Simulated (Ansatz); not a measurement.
**AlN: a changed input and its effect**

System: AlN (P2₁, 8 atoms in the cell).
Method of run 1: DFT PBEsol, scalar-relativistic, plane waves, PAW, PAW set soft_1, no spin polarisation (Ansatz 0.2.0).

The structure derives from an entry of the Crystallography Open Database. Text and figures count atoms from 1; the logs count them from 0 in places.

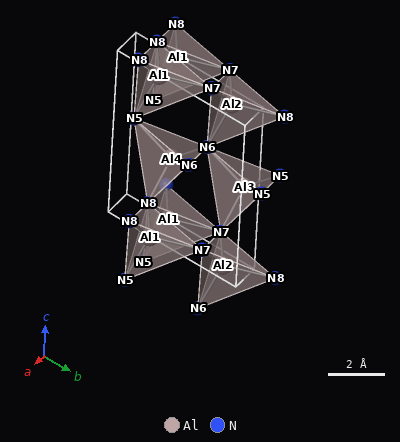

**Figure 1.** The structure (polyhedral view of the cell of the calculation, seen slightly off an axis; polyhedra are completed across the faces of the cell; atoms are numbered from 1 in the order of the input). An atom can appear more than once, as a periodic image.

### Input, run 1
```yaml
crystal:
  lattice:
    - [-3.1135599857, 0.0, 0.0]
    - [0.0, 5.3928440876, 0.0]
    - [1.5567799928, -2.6964220438, -4.9833504711]
  atoms:
    - { symbol: Al, position: [1.004900638, 0.3265624247, 0.9984958893] }
    - { symbol: Al, position: [0.504900638, 0.8265624247, 0.9984958893] }
    - { symbol: Al, position: [0.2435952512, 0.9219334646, 0.4984958893] }
    - { symbol: Al, position: [0.7435952512, 0.4219334646, 0.4984958893] }
    - { symbol: "N", position: [0.8031992654, 0.1286024475, 0.6164985473] }
    - { symbol: "N", position: [0.3031992654, 0.6286024475, 0.6164985473] }
    - { symbol: "N", position: [0.0632992819, 0.7378960998, 0.1164985473] }
    - { symbol: "N", position: [0.5632992819, 0.2378960998, 0.1164985473] }
basis:
  ecutwfc: 520.0
kpoints:
  mp_grid: { grid: [8, 8, 8] }
hamiltonian:
  xc: pbesol
  pseudopotentials: { kind: paw, azcp: { folder: soft_1 } }
scf:
  occupations: { method: gaussian, width: 0.05 }
output:
  forces: true
  stress: true
  eigenvalues: true
```

Command:
```bash
ansatz run input.yaml --threads 2 --pin off --max-ram 4096MiB --backend cpu --events-out ev --progress --plain --runs-dir out
```

Hardware: 2 threads of Arm Neoverse V1, 24 GiB of memory available, shared host.

### Output, shortened to warnings, some set-up lines, iterations and results (run 1)
```
Warning: [file] the record states the generating functional pbe (its physics header spells it `PBE`), which answers neither for hamiltonian.xc's functional nor for the pbesol family's — results may be inconsistent (PPs are generated against a specific XC)
Warning: [file] the record states the generating functional pbe (its physics header spells it `PBE`), which answers neither for hamiltonian.xc's functional nor for the pbesol family's — results may be inconsistent (PPs are generated against a specific XC)
Basis set: ecut = 520 eV, 2245 PW (Γ), exchange–correlation on 48×90×90 points (8 copies of the dense FFT grid, shifted against one another)
Symmetry: 4 space group operations
k-points: 150 of 512 (time reversal used)
Initial density: superposition of atomic densities (chi_scale 0.1, normalization cell, long waves kept (reshape's long-wave potential 0.00 eV rms))
[...]
SCF iter   1: F=—  HF=-3629.123990 eV  |F-HF|=—  |Δ(HF+E_count)|=         —  Δρ=1.32e-1  dr2=1.78e1  ethr=3.10e-3  ⟨swp⟩=6.7  Hψ=19373  notcnv=0  defer=6
SCF iter   2: F=—  HF=-3623.827470 eV  |F-HF|=—  |Δ(HF+E_count)|=    5.30e0  Δρ=3.51e-2  dr2=7.43e-1  ethr=3.10e-3  ⟨swp⟩=3.0  Hψ=8523  notcnv=0  defer=530
SCF iter   3: F=—  HF=-3623.607891 eV  |F-HF|=—  |Δ(HF+E_count)|=   2.20e-1  Δρ=1.30e-2  dr2=8.07e-2  ethr=2.32e-3  ⟨swp⟩=1.3  Hψ=3997  notcnv=0  defer=530
SCF iter   4: F=—  HF=-3623.587163 eV  |F-HF|=—  |Δ(HF+E_count)|=   2.07e-2  Δρ=4.59e-4  dr2=9.35e-5  ethr=2.52e-4  ⟨swp⟩=2.0  Hψ=3740  notcnv=0  defer=530
SCF iter   5: F=—  HF=-3623.587229 eV  |F-HF|=—  |Δ(HF+E_count)|=   6.53e-5  Δρ=8.39e-5  dr2=3.26e-6  ethr=2.92e-7  ⟨swp⟩=2.0  Hψ=5718  notcnv=0  defer=380
SCF iter   6: F=-3623.587228 eV  HF=-3623.587228 eV  |F-HF|=3.57e-8  |Δ(HF+E_count)|=   4.97e-7  Δρ=1.26e-5  dr2=8.59e-8  ethr=3.13e-10  ⟨swp⟩=9.1  Hψ=18077  notcnv=0
SCF 1 converged in 6 iterations: F = -3623.587228 eV  dr2 = 8.59e-8
SCF converged after 6 iterations
Free energy (F): -3623.587228 eV
Harris-Foulkes:  -3623.587228 eV  (|F-HF|=3.57e-8)
Internal energy: -3623.587228 eV  (E = F + TS)
E sigma→0 (E₀):  -3623.587228 eV
Fermi energy:    9.075411 eV
--- Per-component energies (eV) ---
  E_band       = 56.770476
  E_kinetic    = 624.304717
  E_local      = -840.207164  (includes V_loc(G=0)·N_el)
  E_nonlocal   = 179.901348
  E_hartree    = 307.774635
  E_xc         = -392.023333
  E_vxc        = -426.060505  (∫ρ·V_xc dr)
  E_paw        = -2321.691975  (= ΣΔE_a)
  E_vpaw       = -96.710562  (= ΣTr[D̂ρ^β])
  E_aug_tail   = -0.000137  (compensation charges beyond the density's cutoff)
  E_ewald      = -1181.834271
  E_core_change = 0.188951  (= ΣΔE_core)
  E_smearing   = -0.000000  (= −TS)
  E_closure    = 0.000000  (closes the sum)
  Σ components = -3623.587228   (vs F -3623.587228, Δ=0.00e0)
--- Forces (eV/Å), atoms counted from 1 ---
  atom   1  Al     0.10861346     1.12810841     0.14560285
  atom   2  Al     0.10861346     1.12810841     0.14560285
  atom   3  Al    -0.10861346    -1.12810841     0.14560285
  atom   4  Al    -0.10861346    -1.12810841     0.14560285
  atom   5  N     -0.04277889     1.27584769    -0.14558198
  atom   6  N     -0.04277889     1.27584769    -0.14558198
  atom   7  N      0.04277889    -1.27584769    -0.14558198
  atom   8  N      0.04277889    -1.27584769    -0.14558198
  max |Σ_I F_I| component: 8.35e-5 eV/Å
--- Stress (GPa, compression-positive) ---
        9.004120       0.020307      -0.000000
        0.020300      -5.507979      -0.000000
       -0.000000      -0.000000       0.532047
  P = ⅓ Tr σ = 1.3427 GPa (13.427 kbar)
```

The input of run 2 differs as follows (lines with − go, lines with + come):
```diff
-    - { symbol: Al, position: [1.004900638, 0.3265624247, 0.9984958893] }
-    - { symbol: Al, position: [0.504900638, 0.8265624247, 0.9984958893] }
-    - { symbol: Al, position: [0.2435952512, 0.9219334646, 0.4984958893] }
-    - { symbol: Al, position: [0.7435952512, 0.4219334646, 0.4984958893] }
-    - { symbol: "N", position: [0.8031992654, 0.1286024475, 0.6164985473] }
-    - { symbol: "N", position: [0.3031992654, 0.6286024475, 0.6164985473] }
-    - { symbol: "N", position: [0.0632992819, 0.7378960998, 0.1164985473] }
-    - { symbol: "N", position: [0.5632992819, 0.2378960998, 0.1164985473] }
+    - { symbol: Al, position: [1.021857517, 0.3289687648, 0.9984934868] }
+    - { symbol: Al, position: [0.521857517, 0.8289687648, 0.9984934868] }
+    - { symbol: Al, position: [0.2266359698, 0.919524722, 0.4984934868] }
+    - { symbol: Al, position: [0.7266359698, 0.419524722, 0.4984934868] }
+    - { symbol: "N", position: [0.7880515544, 0.1337968252, 0.6165031751] }
+    - { symbol: "N", position: [0.2880515544, 0.6337968252, 0.6165031751] }
+    - { symbol: "N", position: [0.0784516207, 0.7327063499, 0.1165031751] }
+    - { symbol: "N", position: [0.5784516207, 0.2327063499, 0.1165031751] }
```

What does this change do to the results?

With the same functional and potentials, run 2 lies 11.5 meV per atom lower. The pressure goes from 1.34 to 0.38 GPa. The largest force goes from 1.285 to 0.864 eV/Å. The number of SCF iterations is the same.

### Output, shortened to warnings, some set-up lines, iterations and results (run 2)
```
Warning: [file] the record states the generating functional pbe (its physics header spells it `PBE`), which answers neither for hamiltonian.xc's functional nor for the pbesol family's — results may be inconsistent (PPs are generated against a specific XC)
Warning: [file] the record states the generating functional pbe (its physics header spells it `PBE`), which answers neither for hamiltonian.xc's functional nor for the pbesol family's — results may be inconsistent (PPs are generated against a specific XC)
Basis set: ecut = 520 eV, 2245 PW (Γ), exchange–correlation on 48×90×90 points (8 copies of the dense FFT grid, shifted against one another)
Symmetry: 4 space group operations
k-points: 150 of 512 (time reversal used)
Initial density: superposition of atomic densities (chi_scale 0.1, normalization cell, long waves kept (reshape's long-wave potential 0.00 eV rms))
[...]
SCF iter   1: F=—  HF=-3629.125561 eV  |F-HF|=—  |Δ(HF+E_count)|=         —  Δρ=1.31e-1  dr2=1.76e1  ethr=3.10e-3  ⟨swp⟩=6.6  Hψ=19272  notcnv=0  defer=8
SCF iter   2: F=—  HF=-3623.916046 eV  |F-HF|=—  |Δ(HF+E_count)|=    5.21e0  Δρ=3.49e-2  dr2=7.37e-1  ethr=3.10e-3  ⟨swp⟩=3.0  Hψ=8513  notcnv=0  defer=531
SCF iter   3: F=—  HF=-3623.699258 eV  |F-HF|=—  |Δ(HF+E_count)|=   2.17e-1  Δρ=1.29e-2  dr2=8.01e-2  ethr=2.30e-3  ⟨swp⟩=1.3  Hψ=3894  notcnv=0  defer=531
SCF iter   4: F=—  HF=-3623.678772 eV  |F-HF|=—  |Δ(HF+E_count)|=   2.05e-2  Δρ=4.57e-4  dr2=9.45e-5  ethr=2.50e-4  ⟨swp⟩=2.0  Hψ=3738  notcnv=0  defer=531
SCF iter   5: F=—  HF=-3623.678837 eV  |F-HF|=—  |Δ(HF+E_count)|=   6.56e-5  Δρ=7.53e-5  dr2=2.61e-6  ethr=2.95e-7  ⟨swp⟩=2.0  Hψ=5713  notcnv=0  defer=381
SCF iter   6: F=-3623.678837 eV  HF=-3623.678837 eV  |F-HF|=3.58e-8  |Δ(HF+E_count)|=   3.61e-7  Δρ=1.12e-5  dr2=7.14e-8  ethr=3.13e-10  ⟨swp⟩=10.2  Hψ=17964  notcnv=0
SCF 1 converged in 6 iterations: F = -3623.678837 eV  dr2 = 7.14e-8
SCF converged after 6 iterations
Free energy (F): -3623.678837 eV
Harris-Foulkes:  -3623.678837 eV  (|F-HF|=3.58e-8)
Internal energy: -3623.678837 eV  (E = F + TS)
E sigma→0 (E₀):  -3623.678837 eV
Fermi energy:    9.085203 eV
--- Per-component energies (eV) ---
  E_band       = 57.090872
  E_kinetic    = 623.765548
  E_local      = -837.931045  (includes V_loc(G=0)·N_el)
  E_nonlocal   = 179.677567
  E_hartree    = 307.033503
  E_xc         = -391.909273
  E_vxc        = -425.929247  (∫ρ·V_xc dr)
  E_paw        = -2321.543444  (= ΣΔE_a)
  E_vpaw       = -96.553003  (= ΣTr[D̂ρ^β])
  E_aug_tail   = -0.000124  (compensation charges beyond the density's cutoff)
  E_ewald      = -1182.960520
  E_core_change = 0.188951  (= ΣΔE_core)
  E_smearing   = -0.000000  (= −TS)
  E_closure    = 0.000000  (closes the sum)
  Σ components = -3623.678837   (vs F -3623.678837, Δ=0.00e0)
--- Forces (eV/Å), atoms counted from 1 ---
  atom   1  Al     0.41357126     0.75378162     0.08807474
  atom   2  Al     0.41357126     0.75378162     0.08807474
  atom   3  Al    -0.41357126    -0.75378162     0.08807474
  atom   4  Al    -0.41357126    -0.75378162     0.08807474
  atom   5  N     -0.17541673     0.83358742    -0.08803442
  atom   6  N     -0.17541673     0.83358742    -0.08803442
  atom   7  N      0.17541673    -0.83358742    -0.08803442
  atom   8  N      0.17541673    -0.83358742    -0.08803442
  max |Σ_I F_I| component: 1.61e-4 eV/Å
--- Stress (GPa, compression-positive) ---
        4.697178      -0.062208      -0.000000
       -0.062241      -3.795064       0.000000
       -0.000000       0.000000       0.250190
  P = ⅓ Tr σ = 0.3841 GPa (3.841 kbar)
```

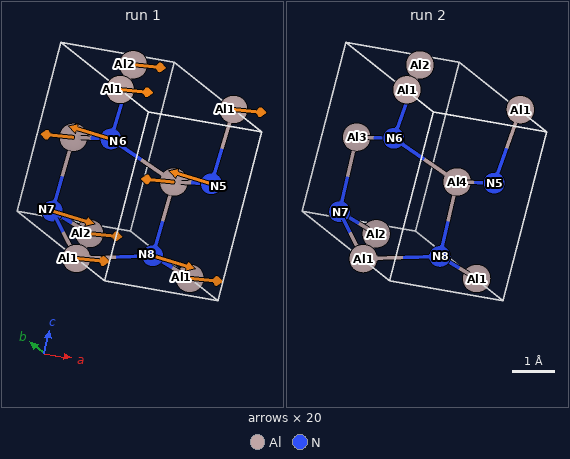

**Figure 2.** The two input geometries at one scale (ball-and-stick view of the cell of the calculation, seen slightly off an axis). The orange arrows on the first give the shifts of the atoms relative to the cell, with their mean removed, magnified 20 times. The largest moves, 0.055 Å, are those of 8 atoms (Al1, Al2, Al3, Al4 and others). Largest moves by element: N 0.055 Å, Al 0.054 Å. (The mean shift of all atoms is removed.) The cell stays as it was. Among the contacts that change: Al1–N7 1.989 → 1.950 Å, Al1–N8 1.846 → 1.869 Å, Al1–N5 1.904 → 1.908 Å.

### The two runs side by side

| quantity | run 1 | run 2 |
| --- | --- | --- |
| outcome | converged | converged |
| free energy per atom (eV) | −452.9484 | −452.9599 |
| gap on the mesh (eV) | 4.05 | 4.03 |
| pressure (GPa) | 1.34 | 0.38 |
| largest force (eV/Å) | 1.285 | 0.864 |
| SCF iterations | 6 | 6 |
| irreducible k-points | 150 | 150 |
| plane waves at Γ | 2245 | 2245 |
| wall time (shared host) | 16 s | 15 s |

For both runs: Warnings: the PAW datasets were made with another functional.
